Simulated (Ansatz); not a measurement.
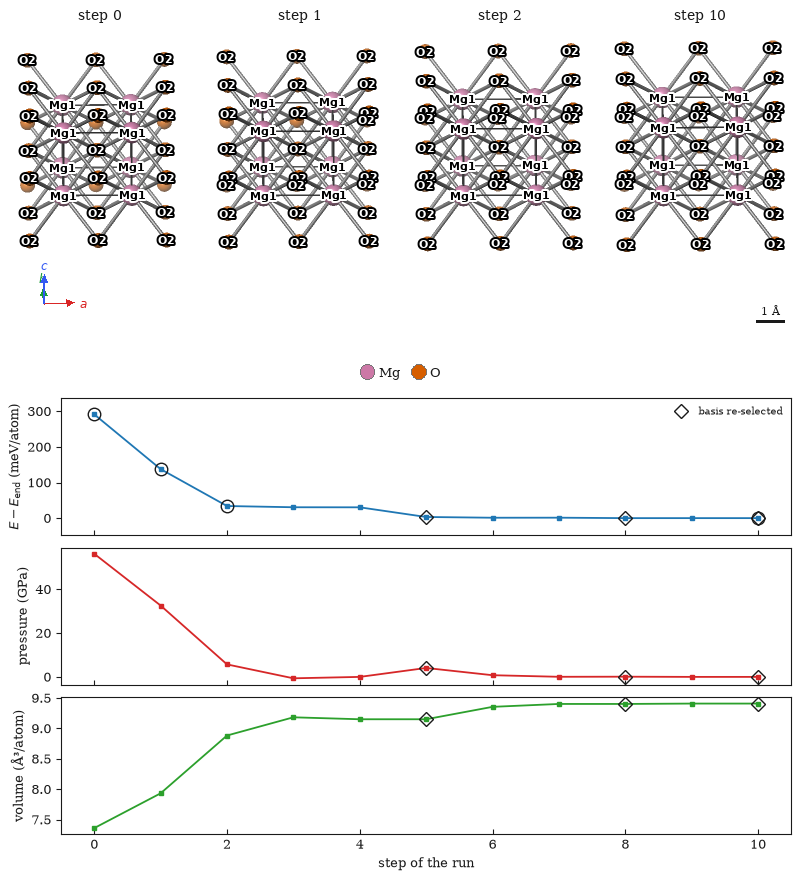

Frames of a relaxation of solid MgO (built on the CsCl type), marked on the history of the run. The picture is a ball-and-stick view of the cell of the calculation, seen from a free direction.

These are results of DFT, PBE, plane waves, PAW in Ansatz 0.2.0, not measurements.

Input file:
```yaml
crystal:
  lattice:
    - [2.450827644, 0.0, 0.0]
    - [0.0, 2.450827644, 0.0]
    - [0.0, 0.0, 2.450827644]
  atoms:
    - { symbol: Mg, position: [0.0, 0.0, 0.0] }
    - { symbol: O, position: [0.5, 0.5, 0.5] }
kpoints:
  mp_grid: { grid: [10, 10, 10] }
hamiltonian:
  xc: pbe
scf:
  occupations: { method: fermi_dirac, width: 0.02 }
relax:
  f_tol: 0.005
  cell: {}
output:
  write_density: true
  write_potential: true
  elf: true
  volumetric_format: npy
```

Run as
```bash
ansatz run input.yaml --threads 2 --pin off --max-ram 2211MiB --backend cpu --events-out ev --progress --plain --runs-dir out
```

What happens along the run?

The atoms keep their places relative to the cell (all moves are under 0.005 Å). The drawn cell changes as follows: a = b = c 2.451 → 2.660 Å (+8.5 %); the volume changes by +27.8 %. Near-neighbour distances that change, for instance: Mg1–Mg1 2.451 → 2.660 Å, Mg1–O2 2.122 → 2.303 Å. The space group stays Pm-3m (No. 221). Over 7 accepted moves (10 points after the start) the energy falls by 291 meV per atom. All forces vanish by symmetry, so only the cell relaxes. The pressure goes from 56.19 to 0.00 GPa. The SCF was repeated 3 times at an unchanged geometry on a basis and grid sized afresh for the cell, which shifted the energy by 27.1 meV per atom at most. The run took 3.8 s on 2 threads of Intel(R) Xeon(R) 6975P-C (Granite Rapids) (shared host), peak memory 0.34 GiB. From step 0 to 1: volume +7.8 %, energy −154 meV per atom. From step 1 to 2: volume +12.0 %, energy −104 meV per atom. From step 2 to 10: volume +5.9 %, energy −34.0 meV per atom.

```json
{"step": "0", "E − E(0), meV/atom": "0.00", "pressure, GPa": "56.19", "volume, Å³/atom": "7.361", "note": ""}
{"step": "1", "E − E(0), meV/atom": "-153.70", "pressure, GPa": "32.57", "volume, Å³/atom": "7.933", "note": ""}
{"step": "2", "E − E(0), meV/atom": "-257.36", "pressure, GPa": "5.71", "volume, Å³/atom": "8.883", "note": ""}
{"step": "3", "E − E(0), meV/atom": "-260.83", "pressure, GPa": "-0.64", "volume, Å³/atom": "9.183", "note": ""}
{"step": "4", "E − E(0), meV/atom": "-261.01", "pressure, GPa": "0.00", "volume, Å³/atom": "9.151", "note": ""}
{"step": "5", "E − E(0), meV/atom": "-288.14", "pressure, GPa": "4.08", "volume, Å³/atom": "9.151", "note": "same geometry, new basis"}
{"step": "6", "E − E(0), meV/atom": "-290.23", "pressure, GPa": "0.77", "volume, Å³/atom": "9.355", "note": ""}
{"step": "7", "E − E(0), meV/atom": "-290.11", "pressure, GPa": "0.05", "volume, Å³/atom": "9.402", "note": ""}
{"step": "8", "E − E(0), meV/atom": "-291.37", "pressure, GPa": "0.09", "volume, Å³/atom": "9.402", "note": "same geometry, new basis"}
{"step": "9", "E − E(0), meV/atom": "-291.34", "pressure, GPa": "0.00", "volume, Å³/atom": "9.409", "note": ""}
{"step": "10", "E − E(0), meV/atom": "-291.34", "pressure, GPa": "0.00", "volume, Å³/atom": "9.409", "note": "same geometry, new basis"}
```
